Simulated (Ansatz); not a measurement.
**Be: density, localisation and related maps**

Input

```
crystal:
  lattice:
    - [2.02081, 0.0, 0.0]
    - [0.0, 2.02081, 0.0]
    - [0.0, 0.0, 2.66164]
  atoms:
    - { symbol: Be, position: [0.0, 0.0, 0.5] }
hamiltonian:
  xc: rpbe
  pseudopotentials: { kind: paw }
  dispersion: d3bj
kpoints:
  mp_grid: { grid: [13, 13, 10] }
scf:
  occupations: { method: fermi_dirac, width: 0.05 }
output:
  forces: true
  stress: true
  eigenvalues: true
  write_density: true
  write_potential: true
  elf: true
  volumetric_format: npy
relax:
  f_tol: 0.01
  max_steps: 40
  cell: { stress_tol: 0.05 }
```

Command:

```sh
ansatz run input.yaml --threads 2 --pin off --max-ram 5632MiB --backend cpu --events-out ev --progress --plain --runs-dir out
```

Below, planes, directions and counts refer to the conventional cell (a = 1.92 Å, b = 1.92 Å, c = 2.26 Å, α = 90.00°, β = 90.00°, γ = 90.00°).

The fields are those of the relaxed geometry.

Space group P4/mmm; a generated structure, not necessarily the stable one.

These are results of Kohn-Sham DFT of a periodic cell, RPBE with D3(BJ), Ansatz PAW (Ansatz 0.2.0), not measurements.

In a PAW calculation such maps are meaningful between the atoms, not at the nuclei.

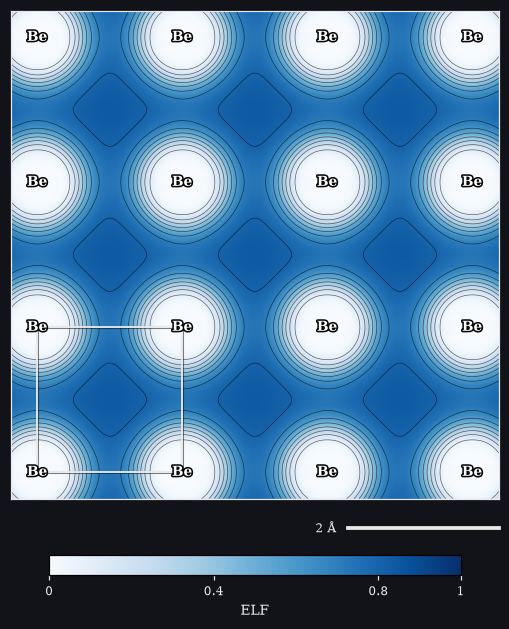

Figure 1. Electron localisation function on the (001) plane of the conventional cell.

Describe what can be read from this map.

Answer.
- The plane passes through Be nuclei.
- Be–Be (1.92 Å): the ELF peaks at about 0.75 between the atoms.
- The ELF has a maximum of about 0.85 in the space between the atoms, 1.3 Å from four Be atoms, on no atom or two-centre bond.

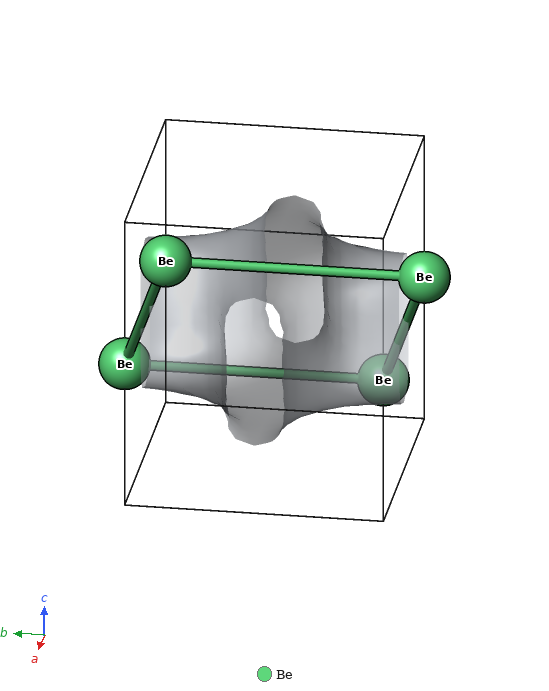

Figure 2. Isosurface of the electron localisation function at 0.6 (grey), seen at an oblique angle. Only the valence region is drawn (cores and ρ < 0.01 e/Å³ removed). Sticks mark near contacts.

What do the ELF domains correspond to?

Answer. The surface consists of sheets that run through the cell in two directions, counted in one cell of 1 atoms. Regions shared between cells count once. There are no localised bonds or lone pairs at this value.

Does the calculation make it a metal, or give it a gap?

Answer. It is metallic or semimetallic at this level of theory: no gap opens.
